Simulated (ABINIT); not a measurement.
**Cu: geometry relaxation (part 1 of 3)**

- system: Cu (I4/mmm, 1 atom in the cell)
- method: Kohn-Sham DFT of a periodic cell, PW91, JTH PAW PBE v2.0, no spin polarisation (ABINIT 10.8.3)

The structure derives from a Materials Project entry.

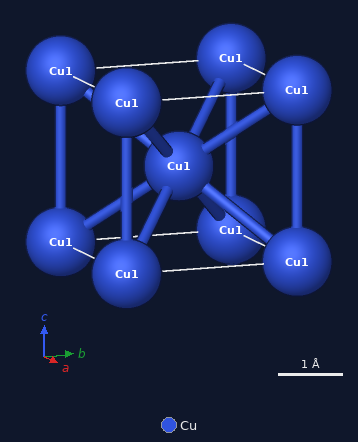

*The input geometry (ball-and-stick view of the cell 2 times as large as that of the calculation, set on its symmetry axes, seen slightly off an axis; atoms are numbered from 1 in the order of the input). An atom can appear more than once, as a periodic image.*

## Summary

- outcome: converged
- space group (tolerance 0.01 Å): I4/mmm (139)
- electrons treated: 19
- free energy: −5390.6127 eV
- Fermi energy: 6.833 eV
- gap on the k-point mesh: none (metallic)
- pressure: 0.00 GPa
- final volume: 12.04 Å³
- largest force (length of the vector) at the end: under 0.001 eV/Å
- final cell: a = 2.507 Å, b = 2.507 Å, c = 2.507 Å, α = 106.65°, β = 106.65°, γ = 115.28°
- hardware: 1 thread of Arm Neoverse V1, 24 GiB of memory available, shared host
- wall time: 4.5 min
- peak memory: 0.13 GiB

## Input file
```
# Pseudopotentials
pp_dirpath "./"
pseudos "Cu.GGA_PBE-JTH.xml"

# Structure
acell 4.6507635309 4.6507635309 4.6507635309
rprim
    -0.5862444330     0.5862444330     0.5591376660
     0.5862444330    -0.5862444330     0.5591376660
     0.5862444330     0.5862444330    -0.5591376660
ntypat 1
znucl 29
natom 1
typat 1
xred
     0.0000000000     0.0000000000     0.0000000000
chkprim 0
chksymtnons 0
tolsym 1.0e-6

# Plane-wave basis
ecut 31.0
pawecutdg 53.0
pawxcdev 0

# k points
kptopt 1
ngkpt 10 10 10
nshiftk 1
shiftk 0.0 0.0 0.0

# Exchange and correlation
ixc -109134

# Bands and occupations
nband 14
occopt 3
tsmear 0.05 eV

# SCF cycle
nstep 100
tolvrs 1.0e-9

# Output
iomode 3
prtwf 0
prtden 0
prteig 0
prtebands 0

# Relaxation
ionmov 22
ntime 60
tolmxf 0.0002
optcell 2
dilatmx 1.08
ecutsm 0.5
```

Launched with:
```bash
abinit run.abi > log 2>&1
```

## What the program printed
```
.Version 10.8.3 of ABINIT
 Symmetries : space group I4/m m m (#139); Bravais tI (body-center tetrag.)
================================================================================
 Values of the parameters that define the memory need of the present run
     intxc =       0    ionmov =      22      iscf =      17    lmnmax =      18
     lnmax =       6     mgfft =      27  mpssoang =       3    mqgrid =    3001
     natom =       1  nloc_mem =       2    nspden =       1   nspinor =       1
    nsppol =       1      nsym =      16    n1xccc =       1    ntypat =       1
    occopt =       3   xclevel =       2
       mpw =         816          nfft =       19683          nkpt =         102
 PAW method is used; the additional fine FFT grid is defined by:
   mgfftf=        36    nfftf =     46656
================================================================================
================================================================================

--------------------------------------------------------------------------------
------------- Echo of variables that govern the present computation ------------
--------------------------------------------------------------------------------
 -outvars: echo values of preprocessed input variables --------
            acell      4.6507635309E+00  4.6507635309E+00  4.6507635309E+00 Bohr
              amu      6.35460000E+01
          chkprim           0
      chksymtnons           0
          dilatmx      1.08000000E+00
             ecut      3.10000000E+01 Hartree
           ecutsm      5.00000000E-01 Hartree
           ionmov          22
                       outvar_i_n : Printing only first  50 k-points.
              ixc     -109134
                       outvar_i_n : Printing only first  50 k-points.
         kptrlatt       10    0    0      0   10    0      0    0   10
          kptrlen      4.65076353E+01
            natom           1
            nband          14
            ngfft          27      27      27
          ngfftdg          36      36      36
             nkpt         102
            nstep         100
             nsym          16
            ntime          60
           ntypat           1
                       prtocc : prtvol=0, do not print more k-points.
           occopt           3
          optcell           2
        pawecutdg      5.30000000E+01 Hartree
         pawxcdev           0
           prtden           0
        prtebands           0
           prteig           0
            prtwf           0
            rprim     -5.8624443300E-01  5.8624443300E-01  5.5913766600E-01
                       5.8624443300E-01 -5.8624443300E-01  5.5913766600E-01
                       5.8624443300E-01  5.8624443300E-01 -5.5913766600E-01
          spgroup         139
           tolmxf      2.00000000E-04
           tolsym      1.00000000E-06
           tolvrs      1.00000000E-09
           tsmear      1.83746611E-03 Hartree
            typat      1
           useylm           1
                       outvars : Printing only first  50 k-points.
            znucl       29.00000

================================================================================

 chkinp: Checking input parameters for consistency.

================================================================================
== DATASET  1 ==================================================================

--- !DatasetInfo
iteration_state: {dtset: 1, }
dimensions: {natom: 1, nkpt: 102, mband: 14, nsppol: 1, nspinor: 1, nspden: 1, mpw: 816, }
cutoff_energies: {ecut:  31.0, pawecutdg:  53.0, }
electrons: {nelect:   1.90000000E+01, charge:   0.00000000E+00, occopt:   3.00000000E+00, tsmear:   1.83746611E-03, }
meta: {optdriver: 0, ionmov: 22, optcell: 2, iscf: 17, paral_kgb: 0, }
...

 Real(R)+Recip(G) space primitive vectors, cartesian coordinates (Bohr,Bohr^-1):
 R(1)= -2.7264842  2.7264842  2.6004171  G(1)=  0.0000000  0.1833864  0.1922768
 R(2)=  2.7264842 -2.7264842  2.6004171  G(2)=  0.1833864  0.0000000  0.1922768
 R(3)=  2.7264842  2.7264842 -2.6004171  G(3)=  0.1833864  0.1833864  0.0000000
 Unit cell volume ucvol=  7.7323050E+01 bohr^3
 Angles (23,13,12)=  1.08218096E+02  1.08218096E+02  1.12007635E+02 degrees

 Coarse grid specifications (used for wave-functions):

 getcut: wavevector=  0.0000  0.0000  0.0000  ngfft=  27  27  27
         ecut(hartree)=     36.158   => boxcut(ratio)=   2.06540

 Fine grid specifications (used for densities):

 getcut: wavevector=  0.0000  0.0000  0.0000  ngfft=  36  36  36
         ecut(hartree)=     61.819   => boxcut(ratio)=   2.18850

--- Pseudopotential description ------------------------------------------------
- pspini: atom type   1  psp file is ./Cu.GGA_PBE-JTH.xml
 Pseudopotential format is: paw10
 basis_size (lnmax)=  6 (lmn_size= 18), orbitals=   0   0   1   1   2   2
 Spheres core radius: rc_sph= 2.00090475
 Shapefunction is SIN type: shapef(r)=[sin(pi*r/rshp)/(pi*r/rshp)]**2
 Radius for shape functions =  1.80603571
 Compensation charge density is not taken into account in XC energy/potential

   7.07019918E+02                                ecore*ucvol(ha*bohr**3)
--------------------------------------------------------------------------------

================================================================================

=== [ionmov=22] Limited-memory Broyden-Fletcher-Goldfarb-Shanno method
================================================================================

--- Iteration: ( 1/60) Internal Cycle: (1/1)
--------------------------------------------------------------------------------

---SELF-CONSISTENT-FIELD CONVERGENCE--------------------------------------------

--- !BeginCycle
iteration_state: {dtset: 1, itime: 1, icycle: 1, }
solver: {iscf: 17, nstep: 100, nline: 4, wfoptalg: 10, }
tolerances: {tolvrs: 1.00E-09, }
...

     iter   Etot(hartree)      deltaE(h)  residm     nres2
 ETOT  1  -194.24162674599    -1.942E+02 6.208E+01 3.076E+01
 ETOT  2  -198.48961287145    -4.248E+00 4.633E-01 2.728E+02
 ETOT  3  -198.20004437988     2.896E-01 2.840E-01 5.347E+01
 ETOT  4  -198.10779242634     9.225E-02 7.670E-02 2.612E+00
 ETOT  5  -198.10413588033     3.657E-03 2.400E-01 1.250E+00
 ETOT  6  -198.10265945612     1.476E-03 1.403E-02 7.288E-01
 ETOT  7  -198.10082136773     1.838E-03 1.848E-03 2.306E-02
 ETOT  8  -198.10082392694    -2.559E-06 1.319E-03 2.057E-02
 ETOT  9  -198.10078279344     4.113E-05 5.854E-04 6.493E-03
 ETOT 10  -198.10076248441     2.031E-05 4.913E-04 3.224E-03
 ETOT 11  -198.10076181497     6.694E-07 5.463E-04 3.385E-03
 ETOT 12  -198.10076560291    -3.788E-06 3.959E-04 6.348E-05
 ETOT 13  -198.10076561978    -1.686E-08 3.870E-04 9.966E-06
 ETOT 14  -198.10076560115     1.863E-08 2.610E-04 2.806E-05
 ETOT 15  -198.10076560332    -2.166E-09 2.226E-04 1.627E-05
 ETOT 16  -198.10076561466    -1.135E-08 1.458E-04 8.289E-09
 ETOT 17  -198.10076561492    -2.587E-10 1.190E-04 2.175E-08
 ETOT 18  -198.10076561491     1.125E-11 7.556E-05 3.843E-09
 ETOT 19  -198.10076561491     4.007E-12 6.063E-05 2.827E-10

 At SCF step   19       nres2   =  2.83E-10 < tolvrs=  1.00E-09 =>converged.

 Cartesian components of stress tensor (hartree/bohr^3)
  sigma(1 1)= -2.69438315E-04  sigma(3 2)=  0.00000000E+00
  sigma(2 2)= -2.69438315E-04  sigma(3 1)=  0.00000000E+00
  sigma(3 3)= -2.13510480E-04  sigma(2 1)=  0.00000000E+00

--- !ResultsGS
iteration_state: {dtset: 1, itime: 1, icycle: 1, }
comment   : Summary of ground state results
lattice_vectors:
- [ -2.7264842,   2.7264842,   2.6004171, ]
- [  2.7264842,  -2.7264842,   2.6004171, ]
- [  2.7264842,   2.7264842,  -2.6004171, ]
lattice_lengths: [   4.65076,    4.65076,    4.65076, ]
lattice_angles: [108.218, 108.218, 112.008, ] # degrees, (23, 13, 12)
lattice_volume:   7.7323050E+01
convergence: {deltae:  4.007E-12, res2:  2.827E-10, residm:  6.063E-05, diffor: null, }
etotal    :  -1.98100766E+02
entropy   :   0.00000000E+00
fermie    :   2.73289431E-01
cartesian_stress_tensor: # hartree/bohr^3
- [ -2.69438315E-04,   0.00000000E+00,   0.00000000E+00, ]
- [  0.00000000E+00,  -2.69438315E-04,   0.00000000E+00, ]
- [  0.00000000E+00,   0.00000000E+00,  -2.13510480E-04, ]
pressure_GPa:   7.3787E+00
xred      :
- [  0.0000E+00,   0.0000E+00,   0.0000E+00, Cu]
cartesian_forces: # hartree/bohr
- [ -0.00000000E+00,  -0.00000000E+00,  -0.00000000E+00, ]
force_length_stats: {min:   0.00000000E+00, max:   0.00000000E+00, mean:   0.00000000E+00, }
...

 Integrated electronic density in atomic spheres:
 ------------------------------------------------
 Atom  Sphere_radius  Integrated_density
    1        2.00090         17.39190733

---OUTPUT-----------------------------------------------------------------------

 Cartesian coordinates (xcart) [bohr]
  0.00000000000000E+00  0.00000000000000E+00  0.00000000000000E+00
 Reduced coordinates (xred)
  0.00000000000000E+00  0.00000000000000E+00  0.00000000000000E+00
 Cartesian forces (fcart) [Ha/bohr]; max,rms= 0.00000E+00 0.00000E+00 (free atoms)
 -0.00000000000000E+00 -0.00000000000000E+00 -0.00000000000000E+00
 Gradient of E wrt nuclear positions in reduced coordinates (gred)
 -0.00000000000000E+00 -0.00000000000000E+00 -0.00000000000000E+00
 Scale of Primitive Cell (acell) [bohr]
  4.65076353090000E+00  4.65076353090000E+00  4.65076353090000E+00
 Real space primitive translations (rprimd) [bohr]
 -2.72648422918955E+00  2.72648422918955E+00  2.60041706578534E+00
  2.72648422918955E+00 -2.72648422918955E+00  2.60041706578534E+00
  2.72648422918955E+00  2.72648422918955E+00 -2.60041706578534E+00
 Unitary Cell Volume (ucvol) [Bohr^3]=  7.73230504158277E+01
 Angles (23,13,12)= [degrees]
  1.08218095541540E+02  1.08218095541540E+02  1.12007634883456E+02
 Lengths [Bohr]
  4.65076353086956E+00  4.65076353086956E+00  4.65076353086956E+00
 Stress tensor in cartesian coordinates (strten) [Ha/bohr^3]
 -2.69438314660239E-04  0.00000000000000E+00  0.00000000000000E+00
  0.00000000000000E+00 -2.69438314660198E-04  0.00000000000000E+00
  0.00000000000000E+00  0.00000000000000E+00 -2.13510479531429E-04
 Total energy (etotal) [Ha]= -1.98100765614906E+02

--- Iteration: ( 2/60) Internal Cycle: (1/1)
--------------------------------------------------------------------------------

---SELF-CONSISTENT-FIELD CONVERGENCE--------------------------------------------

--- !BeginCycle
iteration_state: {dtset: 1, itime: 2, icycle: 1, }
solver: {iscf: 17, nstep: 100, nline: 4, wfoptalg: 10, }
tolerances: {tolvrs: 1.00E-09, }
...

     iter   Etot(hartree)      deltaE(h)  residm     nres2
 ETOT  1  -198.11977198593    -1.981E+02 2.286E-02 2.135E+01
 ETOT  2  -198.16529068173    -4.552E-02 3.640E-04 4.483E+01
 ETOT  3  -198.10086909324     6.442E-02 6.620E-02 2.598E-01
 ETOT  4  -198.10108270547    -2.136E-04 4.358E-04 1.800E-02
 ETOT  5  -198.10109804821    -1.534E-05 2.073E-05 1.017E-03
 ETOT  6  -198.10109765639     3.918E-07 7.823E-06 5.779E-05
 ETOT  7  -198.10109769208    -3.570E-08 2.473E-05 3.744E-06
 ETOT  8  -198.10109768706     5.020E-09 1.806E-06 2.107E-08
 ETOT  9  -198.10109768738    -3.133E-10 9.686E-06 4.104E-09
 ETOT 10  -198.10109768740    -1.839E-11 9.524E-07 3.700E-10

 At SCF step   10       nres2   =  3.70E-10 < tolvrs=  1.00E-09 =>converged.

 Cartesian components of stress tensor (hartree/bohr^3)
  sigma(1 1)= -1.43757954E-04  sigma(3 2)=  0.00000000E+00
  sigma(2 2)= -1.43757954E-04  sigma(3 1)=  0.00000000E+00
  sigma(3 3)= -8.44005581E-05  sigma(2 1)=  0.00000000E+00

--- !ResultsGS
iteration_state: {dtset: 1, itime: 2, icycle: 1, }
comment   : Summary of ground state results
lattice_vectors:
- [ -2.7485228,   2.7485228,   2.6170736, ]
- [  2.7485228,  -2.7485228,   2.6170736, ]
- [  2.7485228,   2.7485228,  -2.6170736, ]
lattice_lengths: [   4.68592,    4.68592,    4.68592, ]
lattice_angles: [108.175, 108.175, 112.096, ] # degrees, (23, 13, 12)
lattice_volume:   7.9081448E+01
convergence: {deltae: -1.839E-11, res2:  3.700E-10, residm:  9.524E-07, diffor: null, }
etotal    :  -1.98101098E+02
entropy   :   0.00000000E+00
fermie    :   2.63187009E-01
cartesian_stress_tensor: # hartree/bohr^3
- [ -1.43757954E-04,   0.00000000E+00,   0.00000000E+00, ]
- [  0.00000000E+00,  -1.43757954E-04,   0.00000000E+00, ]
- [  0.00000000E+00,   0.00000000E+00,  -8.44005581E-05, ]
pressure_GPa:   3.6474E+00
xred      :
- [  0.0000E+00,   0.0000E+00,   0.0000E+00, Cu]
cartesian_forces: # hartree/bohr
- [ -0.00000000E+00,  -0.00000000E+00,  -0.00000000E+00, ]
force_length_stats: {min:   0.00000000E+00, max:   0.00000000E+00, mean:   0.00000000E+00, }
...

 Integrated electronic density in atomic spheres:
 ------------------------------------------------
 Atom  Sphere_radius  Integrated_density
    1        2.00090         17.37923078

---OUTPUT-----------------------------------------------------------------------
```
